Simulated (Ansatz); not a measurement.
# Run report: Pt, geometry relaxation (part 2 of 3)

The same run, continued: Pt (defect cell, 26 atoms in the cell); DFT LDA, scalar-relativistic, plane waves, PAW, no spin polarisation (Ansatz 0.2.0); cutoff 420 eV, 4×4×4 k-mesh, Gaussian smearing of 0.1 eV. The structure derives from a Materials Project entry. It belongs to a series of runs on one base structure; here: Pt vacancy (site a), charge +0, atoms relaxed at the host's cell.

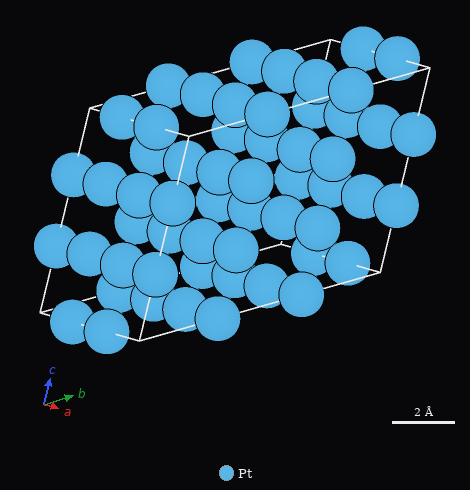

The geometry at step 4 of the log (spheres-only view of the cell of the calculation, seen slightly off an axis).

```
SCF converged after 6 iterations
Free energy (F): -318368.981822 eV
Harris-Foulkes:  -318368.981822 eV  (|F-HF|=3.49e-10)
Internal energy: -318368.765377 eV  (E = F + TS)
E sigma→0 (E₀):  -318368.873600 eV
Entropy (-TS):   -0.216445 eV (-8.325 meV/atom)
Fermi energy:    22.589016 eV
--- Per-component energies (eV) ---
  E_band       = -3749.070918
  E_kinetic    = 16603.647453
  E_local      = -40008.556743  (includes V_loc(G=0)·N_el)
  E_nonlocal   = 5377.584833
  E_hartree    = 14910.913452
  E_xc         = -6774.923245
  E_vxc        = -7877.476395  (∫ρ·V_xc dr)
  E_paw        = -238618.342873  (= ΣΔE_a)
  E_vpaw       = -7666.102505  (= ΣTr[D̂ρ^β])
  E_aug_tail   = 0.004335  (compensation charges beyond the density's cutoff)
  E_ewald      = -69871.153195
  E_core_change = 12.060606  (= ΣΔE_core)
  E_smearing   = -0.216445  (= −TS)
  E_closure    = 0.000000  (closes the sum)
  Σ components = -318368.981822   (vs F -318368.981822, Δ=0.00e0)
--- Forces (eV/Å), atoms counted from 1 ---
  atom   1  Pt     0.00021248    -0.00021248    -0.00000000
  atom   2  Pt     0.00021248    -0.00000000    -0.00021248
  atom   3  Pt    -0.00000000    -0.00021248    -0.00021248
  atom   4  Pt    -0.00021248     0.00021248    -0.00000000
  atom   5  Pt    -0.00107021    -0.00107021    -0.00107021
  atom   6  Pt     0.00107021     0.00107021    -0.00107021
  atom   7  Pt    -0.00021248     0.00000000     0.00021248
  atom   8  Pt     0.00107021    -0.00107021     0.00107021
  atom   9  Pt     0.00000000     0.00021248     0.00021248
  atom  10  Pt     0.00000000     0.00021248    -0.00021248
  atom  11  Pt    -0.00021248     0.00000000    -0.00021248
  atom  12  Pt    -0.00000000    -0.00021248     0.00021248
  atom  13  Pt    -0.00107021     0.00107021     0.00107021
  atom  14  Pt     0.00021248    -0.00000000     0.00021248
  atom  15  Pt    -0.00021248    -0.00021248    -0.00000000
  atom  16  Pt     0.00021248     0.00021248     0.00000000
  atom  17  Pt     0.00107021     0.00107021     0.00107021
  atom  18  Pt    -0.00000000     0.00000000     0.00070831
  atom  19  Pt    -0.00107021    -0.00107021     0.00107021
  atom  20  Pt     0.00000000     0.00070831     0.00000000
  atom  21  Pt    -0.00070831     0.00000000     0.00000000
  atom  22  Pt    -0.00107021     0.00107021    -0.00107021
  atom  23  Pt     0.00070831    -0.00000000     0.00000000
  atom  24  Pt    -0.00000000    -0.00070831     0.00000000
  atom  25  Pt    -0.00000000    -0.00000000    -0.00070831
  atom  26  Pt     0.00107021    -0.00107021    -0.00107021
  max |Σ_I F_I| component: 7.59e-18 eV/Å
--- Band table (eV; the first three rows and the last of 8) ---
  k-point 0: bands = ["-76.1760", "-76.1635", "-76.1635", "-76.1635", "-76.1574", "-76.1574", "-76.1030", "-76.1026", "-76.0910", "-76.0910", ... 71 levels left out ..., "-30.0645", "-30.0645", "-30.0645", "-30.0598", "-30.0515", "-30.0515", "-30.0515", "-30.0109", "-30.0109", "-30.0104", "-30.0104", "-30.0104", "-29.9230", "-29.9230", "-29.9230", "-29.8899", "-29.8899", "-29.8899", "-29.8774", "-29.8774", "-29.8321", "-29.8321", "-29.8321", "12.2891", "14.8668", "14.8747", "14.8747", "14.8747", "15.0687",
      "15.0687", "15.0687", "15.2480", "15.6551", "15.6551", "15.6551", "15.8300", "15.8300", "16.0648", "16.4051", "16.4051", "16.4082", "16.4082", "16.4082", "16.4399", "16.5570", "16.5570", "16.5570", "16.5704", "16.5704", "16.5704", "16.8807", "16.8807", "17.0608", "17.0608", "17.0608", "17.1989", "17.5897", "17.5897", "17.5897", "17.7113", "17.7221", "17.7221", "17.7221", "17.7589", "17.7589", "17.7589", "17.9418", "17.9418", "18.6777",
      "18.6777", "18.6777", "18.6868", "18.6868", "18.6868", "18.7540", "18.7942", "18.7942", "18.8523", "18.8523", "18.8523", "18.9054", "18.9054", "18.9054", "18.9242", "18.9242", "18.9242", "18.9433", "18.9433", "18.9433", "18.9486", "18.9486", "18.9486", "18.9747", "18.9747", "19.1216", "19.1216", "19.1216", "19.3085", "19.3404", "19.5431", "19.5431", "19.5431", "19.6893", "19.6893", "20.4138", "20.4138", "20.5099", "20.5099", "20.5099",
      "20.5149", "20.5149", "20.5149", "20.5336", "20.6811", "20.6811", "20.6811", "20.7763", "20.7763", "20.7763", "20.8689", "20.8689", "20.8689", "20.8831", "20.9533", "20.9533", "21.4689", "21.4689", "21.5032", "21.5032", "21.5032", "21.5541", "21.5541", "21.5541", "21.5707", "21.5707", "21.5707", "21.5741", "21.5741", "21.5741", "21.6230", "21.6230", "21.7267", "21.7267", "21.7267", "21.7992", "21.7992", "21.7992", "21.8017", "21.8017",
      "21.8017", "21.8789", "21.8789", "21.8789", "21.9695", "21.9695", "21.9922", "21.9922", "22.0008", "22.0008", "22.0008", "22.0685", "22.0685", "22.0685", "22.2011", "22.2706", "22.2706", "22.2706", "22.3148", "26.6112", "26.6112", "26.6112", "26.9793", "26.9793", "27.1173", "27.1173", "27.1173", "27.2265", "27.2265", "27.2265", "28.2529", "31.1340", "31.1340", "31.1340", "31.4480", "31.5445", "31.5445", "31.5445", "31.6556", "31.6556",
      "31.7945", "31.7945", "31.7945", "31.9616", "31.9616", "32.4158", "32.4158", "32.4158", "32.6156", "32.6156", "32.6156"]
  k-point 1: bands = ["-76.1758", "-76.1637", "-76.1634", "-76.1634", "-76.1574", "-76.1574", "-76.1031", "-76.1028", "-76.0909", "-76.0909", ... 71 levels left out ..., "-30.0712", "-30.0688", "-30.0688", "-30.0637", "-30.0602", "-30.0602", "-30.0504", "-30.0274", "-30.0274", "-30.0137", "-30.0024", "-30.0024", "-29.9398", "-29.9208", "-29.9208", "-29.8986", "-29.8986", "-29.8981", "-29.8731", "-29.8731", "-29.8369", "-29.8369", "-29.8327", "12.5675", "14.3300", "15.0233", "15.0233", "15.0389", "15.1618",
      "15.3301", "15.3301", "15.3901", "15.6407", "15.6407", "15.6886", "15.8593", "15.8593", "16.0107", "16.2595", "16.2595", "16.3183", "16.3522", "16.3522", "16.4450", "16.7142", "16.7343", "16.7343", "16.7591", "16.7591", "16.7662", "16.8881", "16.8881", "17.0293", "17.0293", "17.0628", "17.1717", "17.3150", "17.3376", "17.3376", "17.5032", "17.6227", "17.6227", "17.6887", "17.6946", "17.6946", "17.9679", "17.9965", "17.9965", "18.3279",
      "18.4456", "18.4456", "18.4929", "18.5371", "18.5617", "18.5815", "18.5815", "18.6012", "18.6984", "18.6984", "18.7274", "18.7274", "18.7351", "18.7351", "18.7351", "18.7597", "18.7597", "18.7801", "18.9103", "18.9103", "18.9688", "18.9688", "19.0112", "19.0795", "19.0795", "19.2025", "19.2860", "19.3027", "19.3027", "19.4429", "19.4429", "19.4811", "19.5726", "19.5726", "19.7729", "19.7729", "19.8020", "20.0633", "20.1652", "20.1652",
      "20.3094", "20.3783", "20.3783", "20.4735", "20.5504", "20.6156", "20.6156", "20.6769", "20.6769", "20.7214", "20.7609", "20.7609", "20.9113", "20.9679", "20.9679", "21.0558", "21.0558", "21.1589", "21.1816", "21.1911", "21.1911", "21.4426", "21.4426", "21.4541", "21.4958", "21.4958", "21.5646", "21.5924", "21.5924", "21.6745", "21.6745", "21.6899", "21.7958", "21.7958", "21.8002", "21.8661", "21.9777", "21.9777", "22.0542", "22.0895",
      "22.0895", "22.2733", "22.2733", "22.2924", "22.3537", "22.3537", "22.3625", "22.4364", "22.4364", "22.5835", "22.5835", "22.5957", "22.7077", "22.8230", "22.8539", "22.8539", "23.1876", "23.1876", "23.2597", "25.7203", "25.7203", "25.8655", "27.1837", "27.1837", "27.4896", "27.4896", "27.5987", "27.5994", "28.4913", "28.4913", "28.5999", "28.8658", "28.8658", "29.2705", "29.9381", "29.9381", "30.0568", "30.2452", "30.2672", "30.2672",
      "30.4287", "31.3839", "31.3839", "31.4161", "32.1311", "32.1311", "32.2657", "33.6092", "33.6183", "33.6183", "33.7636"]
  k-point 2: bands = ["-76.1755", "-76.1639", "-76.1634", "-76.1634", "-76.1575", "-76.1575", "-76.1032", "-76.1031", "-76.0908", "-76.0908", ... 71 levels left out ..., "-30.0855", "-30.0779", "-30.0779", "-30.0748", "-30.0748", "-30.0459", "-30.0373", "-30.0373", "-30.0324", "-30.0173", "-30.0004", "-30.0004", "-29.9688", "-29.9146", "-29.9146", "-29.9100", "-29.9100", "-29.9047", "-29.8691", "-29.8691", "-29.8428", "-29.8428", "-29.8334", "13.2375", "13.4558", "15.1409", "15.3272", "15.3862", "15.3862",
      "15.3910", "15.3910", "15.5574", "15.8837", "15.8869", "15.8869", "15.9203", "15.9431", "15.9431", "15.9837", "15.9837", "16.0481", "16.3471", "16.3471", "16.4791", "16.4791", "16.6077", "16.6611", "16.6985", "16.6985", "16.9291", "16.9977", "17.1597", "17.1597", "17.2430", "17.2622", "17.2622", "17.2631", "17.2631", "17.2822", "17.3838", "17.4372", "17.4372", "17.4821", "17.5504", "17.5504", "17.8365", "17.8365", "17.9528", "18.1956",
      "18.2291", "18.2291", "18.2672", "18.3266", "18.3804", "18.3967", "18.3967", "18.4712", "18.5048", "18.5197", "18.5197", "18.6025", "18.6025", "18.7482", "18.7482", "18.8185", "18.8185", "18.9301", "18.9301", "19.0120", "19.0120", "19.0121", "19.0186", "19.0186", "19.0361", "19.0988", "19.1532", "19.1532", "19.3864", "19.4583", "19.4762", "19.4762", "19.6217", "19.6217", "19.7863", "19.7863", "19.8173", "19.8444", "19.8993", "19.8993",
      "20.0092", "20.1718", "20.1718", "20.2570", "20.2891", "20.2891", "20.3386", "20.3929", "20.6141", "20.6141", "20.6540", "20.6540", "20.8870", "20.8870", "20.8949", "20.8949", "20.9331", "21.3103", "21.3103", "21.3731", "21.3785", "21.3785", "21.4543", "21.4543", "21.4714", "21.4793", "21.5409", "21.5409", "21.6698", "21.7245", "21.7245", "21.7445", "21.8418", "21.8418", "21.9321", "21.9985", "21.9985", "22.0989", "22.0989", "22.1108",
      "22.2664", "22.3146", "22.5179", "22.5179", "22.5829", "22.5829", "22.5901", "22.7239", "22.7239", "22.8671", "22.8671", "22.8771", "22.9658", "24.1628", "24.1628", "24.4055", "24.4503", "24.4904", "24.4904", "25.5124", "25.6097", "25.6097", "25.8419", "25.8419", "26.0352", "28.0994", "28.0994", "28.2910", "28.2910", "28.4068", "28.4900", "28.4900", "28.5332", "28.8534", "28.8700", "28.9493", "29.0830", "29.0830", "31.0439", "31.0439",
      "31.0835", "31.2712", "31.3405", "31.3405", "31.3826", "31.3826", "31.6001", "31.6378", "31.6378", "32.2791", "34.8205"]
```
